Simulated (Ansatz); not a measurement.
**Single-point calculation of FeNi**

FeNi (2 atoms in the cell), computed with DFT PBEsol, scalar-relativistic, plane waves, PAW, spin-polarised (Ansatz 0.2.0).

The structure derives from a Materials Project entry. Figures and captions count atoms from 1; the log counts them from 0 in places.

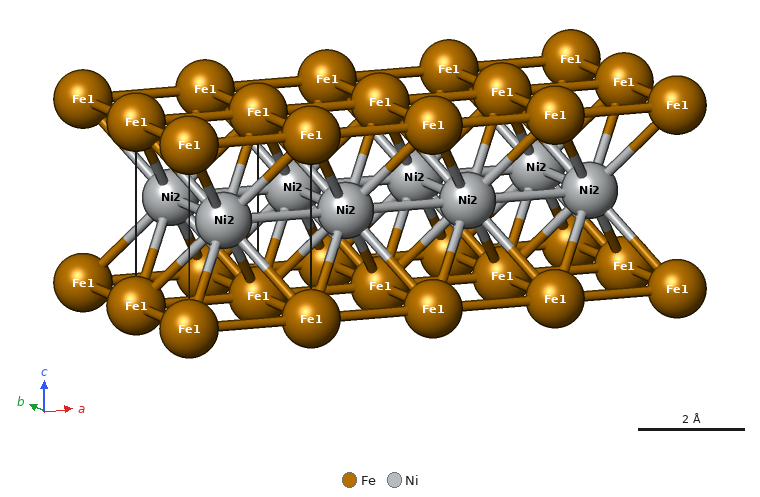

Figure 1. The structure as given in the input (ball-and-stick view of the cell of the calculation, repeated 4 × 2 × 1, seen slightly off an axis; atoms are numbered from 1 in the order of the input). Near neighbours in the crystal (not all of them lie inside the picture): Fe has 4 Fe at 2.51 Å and 8 Ni at 2.50 Å; Ni has 8 Fe at 2.50 Å and 4 Ni at 2.51 Å.

Input file:
```yaml
crystal:
  lattice:
    - [2.5121795, 0.0, 0.0]
    - [0.0, 2.5121795, 0.0]
    - [0.0, 0.0, 3.53075869]
  atoms:
    - { symbol: Fe, position: [0.0, 0.0, 0.0], spin: 4.0 }
    - { symbol: Ni, position: [0.5, 0.5, 0.5], spin: 2.0 }
basis:
  ecutwfc: 420
kpoints:
  mp_grid: { grid: [8, 8, 6] }
hamiltonian:
  xc: pbesol
scf:
  occupations: { method: gaussian, width: 0.1 }
  lower_state_search: "off"
output:
  forces: true
  stress: true
  eigenvalues: true
  populations: true
magnetization:
  spin_polarized: true
```

Run as:
```bash
ansatz run input.yaml --threads 1 --pin off --max-ram 1331MiB --backend cpu --events-out ev --progress --plain --runs-dir out
```

The program's output:
```
Engine: ansatz 0.2.0, x86_64-unknown-linux-gnu
Pseudopotentials: kind: paw
Pseudopotential: Fe, paw, valence charge 16, recommended cutoff 420 eV (normal), Fe.paw.azcp
Pseudopotential: Ni, paw, valence charge 18, recommended cutoff 420 eV (normal), Ni.paw.azcp
Functional definition: PBEsol
  exchange = pbesol_x
  correlation = pbesol_c
Crystal: 2 atoms, lattice volume = 22.283 Å³
Basis set: ecut = 420 eV, 435 PW (Γ), exchange–correlation on 36×36×48 points (8 copies of the dense FFT grid, shifted against one another)
Bands: 24, of which v1, the nominal top of the filled ones, is band 17 counted from 1 (16 counted from 0)
Symmetry: 16 space group operations
Space group: P4/mmm (ITA 123), of the structure as read, at distance tolerance 2.8e-5 Å
Magnetic group: BNS 123.339 (UNI 999), of the structure as read, at distance tolerance 2.8e-5 Å
k-points: 60 of 384
Non-local potential: Fe, projectors of the file, l = 0: 3, l = 1: 2, l = 2: 3, l = 3: 1
Non-local potential: Ni, projectors of the file, l = 0: 3, l = 1: 2, l = 2: 3, l = 3: 1
PAW form: soft (Blöchl's): semilocal exchange-correlation on the pseudo side does not see the compensation charge
PAW frozen core: Fe, regenerated for the run's functional, and the local potential with it (the file was generated under x = pbe(κ = 0.804, μ = 0.2195149727645171), c = pbe(β = 0.06672455060314922))
PAW frozen core: Ni, regenerated for the run's functional, and the local potential with it (the file was generated under x = pbe(κ = 0.804, μ = 0.2195149727645171), c = pbe(β = 0.06672455060314922))
PAW one-centre angular grid: Fe, 590 points (default); XC on 64 Gauss nodes
PAW one-centre angular grid: Ni, 590 points (default); XC on 64 Gauss nodes
Initial density: superposition of atomic densities (chi_scale 0.1, normalization cell)
Starting moments: Σ|m| = 6 μB on 2 of 2 sites
Initial wavefunctions: pseudopotential atomic-orbital guess
Functional: x = pbesol(κ = 0.804, μ = 0.12345679012345678), c = pbesol(β = 0.046)
SCF iter   1: F=—  HF=-10253.532603 eV  |F-HF|=—  |Δ(HF+E_count)|=         —  Δρ=1.24e-1 (↑1.24e-1 ↓1.23e-1)  dr2=1.95e0  dr2_m=2.60e0  M=3.812 μB ∫|m|=3.985 μB  β_m=0.30  ethr=3.10e-3  ⟨swp⟩=4.8  Hψ=10316  notcnv=0
Mixer restart at iter 1: flushing history
preconditioner: auto → none  [metal: Δε(μ)=0.023 eV  Ē_g=11.001 eV  σ=0.100 eV  W_gap=0.13  n_scr=6 (ndim 8)  ℏωp=33.4 eV  f_vac=0.000  D(μ)=2.04/eV (n_scr^D=28)  sad-step TF]
spin-set hold released at iteration 1 (the charge has settled, or the pull on large starting moments outlasts its swing): the magnetisation degrees of freedom join the quasi-Newton model from the next iteration; the mixer history was flushed
SCF iter   2: F=—  HF=-10253.681448 eV  |F-HF|=—  |Δ(HF+E_count)|=   1.49e-1  Δρ=1.01e-1 (↑1.01e-1 ↓7.80e-2)  dr2=7.15e-1  dr2_m=1.43e0  M=3.510 μB ∫|m|=3.755 μB  β_m=0.42  ethr=3.10e-3  ⟨swp⟩=2.1  Hψ=4448  notcnv=0  defer=249
SCF iter   3: F=—  HF=-10255.044962 eV  |F-HF|=—  |Δ(HF+E_count)|=    1.36e0  Δρ=2.27e-1 (↑8.29e-2 ↓2.27e-1)  dr2=1.57e1  dr2_m=1.94e0  M=3.518 μB ∫|m|=3.694 μB  β_m=0.13  ethr=2.10e-3  ⟨swp⟩=3.3  Hψ=5714  notcnv=0  defer=248  recentre
SCF iter   4: F=—  HF=-10253.859061 eV  |F-HF|=—  |Δ(HF+E_count)|=    1.19e0  Δρ=6.06e-2 (↑6.06e-2 ↓4.06e-2)  dr2=1.46e-1  dr2_m=4.97e-1  M=3.462 μB ∫|m|=3.701 μB  β_m=0.23  ethr=2.10e-3  ⟨swp⟩=2.8  Hψ=5694  notcnv=0  defer=246
SCF iter   5: F=—  HF=-10253.908301 eV  |F-HF|=—  |Δ(HF+E_count)|=   4.92e-2  Δρ=1.19e-2 (↑7.07e-3 ↓1.19e-2)  dr2=1.61e-2  dr2_m=8.03e-3  M=3.283 μB ∫|m|=3.534 μB  β_m=0.41  ethr=4.30e-4  ⟨swp⟩=2.0  Hψ=4373  notcnv=0  defer=257
SCF iter   6: F=—  HF=-10253.926945 eV  |F-HF|=—  |Δ(HF+E_count)|=   1.86e-2  Δρ=1.70e-2 (↑6.95e-3 ↓1.70e-2)  dr2=9.83e-2  dr2_m=8.20e-3  M=3.320 μB ∫|m|=3.562 μB  β_m=0.51  ethr=4.73e-5  ⟨swp⟩=2.2  Hψ=4684  notcnv=0  defer=257  recentre
SCF iter   7: F=—  HF=-10253.928277 eV  |F-HF|=—  |Δ(HF+E_count)|=   1.33e-3  Δρ=1.12e-2 (↑3.73e-3 ↓1.12e-2)  dr2=4.27e-2  dr2_m=3.30e-3  M=3.310 μB ∫|m|=3.550 μB  β_m=0.76  ethr=4.73e-5  ⟨swp⟩=2.2  Hψ=3658  notcnv=0  defer=257
SCF iter   8: F=—  HF=-10253.927093 eV  |F-HF|=—  |Δ(HF+E_count)|=   1.18e-3  Δρ=1.04e-3 (↑5.24e-4 ↓1.04e-3)  dr2=1.27e-4  dr2_m=1.14e-4  M=3.299 μB ∫|m|=3.535 μB  β_m=0.77  ethr=4.73e-5  ⟨swp⟩=2.0  Hψ=3188  notcnv=0  defer=257
SCF iter   9: F=—  HF=-10253.927137 eV  |F-HF|=—  |Δ(HF+E_count)|=   4.42e-5  Δρ=5.36e-4 (↑3.22e-4 ↓5.36e-4)  dr2=2.76e-5  dr2_m=3.14e-5  M=3.299 μB ∫|m|=3.535 μB  β_m=0.89  ethr=3.72e-7  ⟨swp⟩=2.0  Hψ=3875  notcnv=0  defer=257
SCF iter  10: F=—  HF=-10253.927164 eV  |F-HF|=—  |Δ(HF+E_count)|=   2.73e-5  Δρ=5.67e-4 (↑2.89e-4 ↓5.67e-4)  dr2=1.45e-4  dr2_m=5.82e-6  M=3.298 μB ∫|m|=3.534 μB  β_m=0.89  ethr=8.12e-8  ⟨swp⟩=1.6  Hψ=3149  notcnv=0  defer=257
SCF iter  11: F=—  HF=-10253.927159 eV  |F-HF|=—  |Δ(HF+E_count)|=   5.49e-6  Δρ=2.85e-4 (↑1.68e-4 ↓2.85e-4)  dr2=3.00e-5  dr2_m=9.63e-7  M=3.298 μB ∫|m|=3.534 μB  β_m=0.60  ethr=8.12e-8  ⟨swp⟩=2.0  Hψ=3544  notcnv=0  defer=257
SCF iter  12: F=—  HF=-10253.927155 eV  |F-HF|=—  |Δ(HF+E_count)|=   3.43e-6  Δρ=1.07e-4 (↑7.47e-5 ↓1.07e-4)  dr2=6.05e-6  dr2_m=1.49e-7  M=3.298 μB ∫|m|=3.534 μB  β_m=0.52  ethr=8.12e-8  ⟨swp⟩=2.2  Hψ=3437  notcnv=0  defer=257
SCF iter  13: F=-10253.927155 eV  HF=-10253.927155 eV  |F-HF|=7.59e-8  |Δ(HF+E_count)|=   3.74e-7  Δρ=2.01e-5 (↑5.66e-6 ↓2.01e-5)  dr2=9.13e-8  dr2_m=2.22e-8  M=3.298 μB ∫|m|=3.534 μB  ethr=2.94e-10  ⟨swp⟩=6.8  Hψ=12329  notcnv=0
SCF 1 converged in 13 iterations: F = -10253.927155 eV  dr2 = 9.13e-8
  greatest PAW one-centre occupation: 1.002 electrons in one spin orbital (limit 2), on the Fe atom at site 0 (counted from 0), in its partial waves of l = 1
```

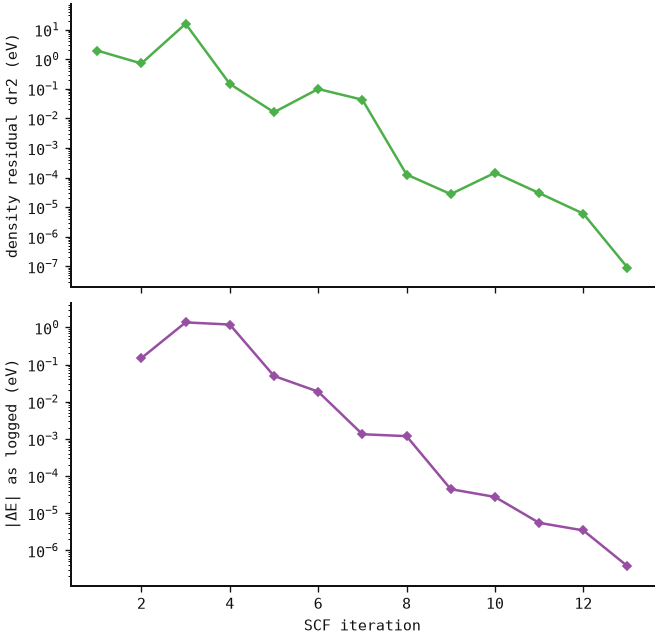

Figure 2. Convergence of the self-consistent field: density residual dr2 and size of the energy change against the SCF iteration. The residual falls unevenly and jumps up by a factor of two or more 3 times on the way down.

```
SCF converged after 13 iterations
Magnetization: 3.2977 μB (18.6488 up, 15.3512 down)
Absolute magnetization: 3.5344 μB (∫|ρ↑−ρ↓|, with the PAW one-centre terms)
Spin contamination: 0.0674 ħ² per cell (⟨S²⟩ above its minimum at these occupations)
Per-site moments (μB) at R_I (Å): [(2.647501499443907, 1.0330705829875064), (0.7119525221264181, 1.0330705829875064)]
Free energy (F): -10253.927155 eV
Harris-Foulkes:  -10253.927155 eV  (|F-HF|=7.59e-8)
Internal energy: -10253.922157 eV  (E = F + TS)
E sigma→0 (E₀):  -10253.924656 eV
Entropy (-TS):   -0.004998 eV (-2.499 meV/atom)
Fermi energy:    18.240937 eV
--- Per-component energies (eV) ---
  E_band       = -499.866804
  E_kinetic    = 631.915367
  E_local      = -5533.832141  (includes V_loc(G=0)·N_el)
  E_nonlocal   = 856.230699
  E_hartree    = 2312.917567
  E_xc         = -201.494401
  E_vxc        = -260.618812  (∫ρ·V_xc dr)
  E_paw        = -2929.259354  (= ΣΔE_a)
  E_vpaw       = -819.400416  (= ΣTr[D̂ρ^β])
  E_aug_tail   = 0.001042  (compensation charges beyond the density's cutoff)
  E_ewald      = -5390.777427
  E_core_change = 0.376491  (= ΣΔE_core)
  E_smearing   = -0.004998  (= −TS)
  E_closure    = -0.000000  (closes the sum)
  Σ components = -10253.927155   (vs F -10253.927155, Δ=0.00e0)
--- Forces (eV/Å), atoms counted from 1 ---
  atom   1  Fe    -0.00000000     0.00000000     0.00000000
  atom   2  Ni     0.00000000    -0.00000000    -0.00000000
  max |Σ_I F_I| component: 5.27e-29 eV/Å
--- Stress (GPa, compression-positive) ---
       -6.719627      -0.000000       0.000000
       -0.000000      -6.719627      -0.000000
        0.000000      -0.000000      -5.528902
  P = ⅓ Tr σ = -6.3227 GPa (-63.227 kbar)
--- Band table (eV; the first three rows and the last of 120) ---
  k-point 0 ↑: bands = ["-85.1663", "-69.8610", "-45.7138", "-45.6199", "-45.6199", "-36.1372", "-35.8528", "-35.8528", "9.2488", "13.1245", "13.7837", "15.6913", "15.6913", "15.7487", "16.7687", "16.8517", "17.6570", "17.8884", "17.8884", "20.6817", "27.7102", "32.6411", "32.6411", "37.5940"]
  k-point 1 ↑: bands = ["-85.1662", "-69.8610", "-45.7138", "-45.6198", "-45.6198", "-36.1391", "-35.8529", "-35.8529", "9.6125", "13.1737", "13.9030", "15.6052", "15.8021", "15.8021", "16.6411", "16.9037", "17.6013", "17.6887", "17.6887", "19.1669", "29.7896", "33.2127", "33.2127", "37.6573"]
  k-point 2 ↑: bands = ["-85.1662", "-69.8610", "-45.7138", "-45.6196", "-45.6196", "-36.1430", "-35.8531", "-35.8531", "10.6453", "13.0583", "14.2347", "15.2250", "16.1246", "16.1246", "16.3322", "17.0047", "17.0469", "17.1961", "17.1961", "17.4508", "33.7573", "34.7990", "34.7990", "37.8407"]
  k-point 59 ↓: bands = ["-84.1997", "-66.7582", "-44.8023", "-44.8023", "-44.7652", "-33.1283", "-33.1283", "-33.0411", "14.9310", "15.7383", "15.7744", "15.7744", "16.7123", "16.7123", "17.5298", "18.6642", "19.5242", "20.7994", "26.6268", "26.6268", "26.7472", "26.7472", "28.4600", "28.6359"]
--- Löwdin populations: 2 sites ---
  site symbol       q [e]    m [muB]
     0     Fe     15.7738     2.7034
     1     Ni     17.7671     0.6961
  spilling = 0.013503 (of n_electrons = 34.000000)
```

File populations.tsv:
```
# site	symbol	l	j	q_up	q_dn
# orbitals = lowdin
# n_electrons = 34.000000
# spilling = 0.013503
0	Fe	0_3S	-	0.993748	0.994210
0	Fe	0_4S	-	0.471974	0.487932
0	Fe	1_3P	-	2.998677	2.998209
0	Fe	2_3D	-	4.774203	2.054855
1	Ni	0_3S	-	0.997689	0.997686
1	Ni	0_4S	-	0.458519	0.498517
1	Ni	1_3P	-	2.999070	2.998814
1	Ni	2_3D	-	4.776344	4.040466
```

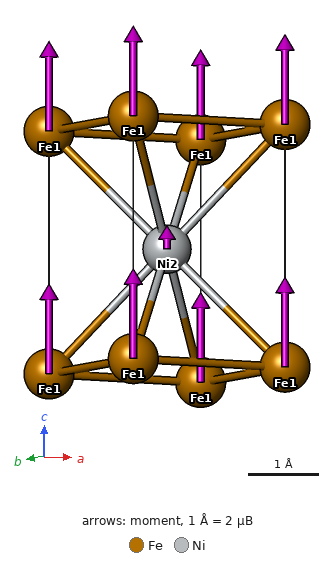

Figure 3. Magnetic moments of the sites as pink arrows (ball-and-stick view of the cell of the calculation, seen at an oblique angle; atoms are numbered from 1 in the order of the input); small moments hardly show. The run is collinear, so the axis drawn is arbitrary. Site moments: Fe1 (2.65 μB); Ni2 (0.71 μB). They are counted near the atoms and needn't add up to the moment of the cell.

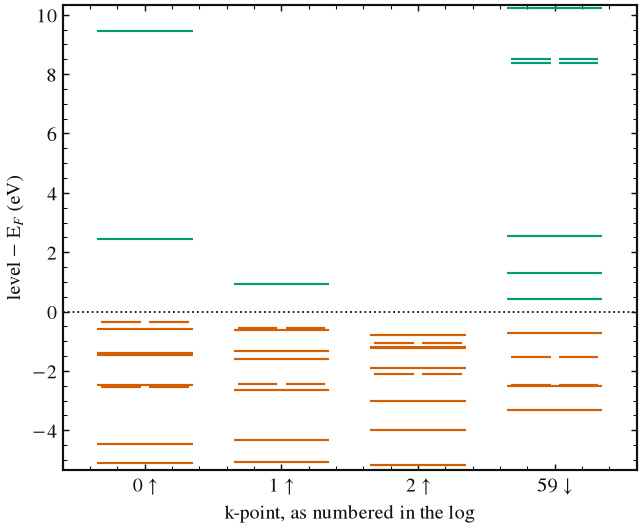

Figure 4. Kohn–Sham levels near the Fermi level (dotted) at the few k-points that the log prints; levels within 0.02 eV of each other stand side by side. The system is metallic on the full mesh.

Summary:

```json
{"quantity": "outcome", "value": "converged"}
{"quantity": "space group (tolerance 0.01 Å)", "value": "P4/mmm (123)"}
{"quantity": "electrons treated", "value": "34"}
{"quantity": "free energy", "value": "−10253.9272 eV"}
{"quantity": "Fermi energy", "value": "18.241 eV"}
{"quantity": "gap on the k-point mesh", "value": "none (metallic)"}
{"quantity": "net moment of the cell", "value": "3.30 μB"}
{"quantity": "integrated absolute moment", "value": "3.53 μB"}
{"quantity": "pressure", "value": "−6.32 GPa"}
{"quantity": "largest force (length of the vector)", "value": "under 0.001 eV/Å"}
{"quantity": "hardware", "value": "1 thread of an x86-64 CPU, shared host"}
{"quantity": "wall time", "value": "4.2 s"}
{"quantity": "peak memory", "value": "0.44 GiB"}
```

Remarks:

The cell is under a tension of 6.3 GPa at this level, so it is not at its equilibrium volume.
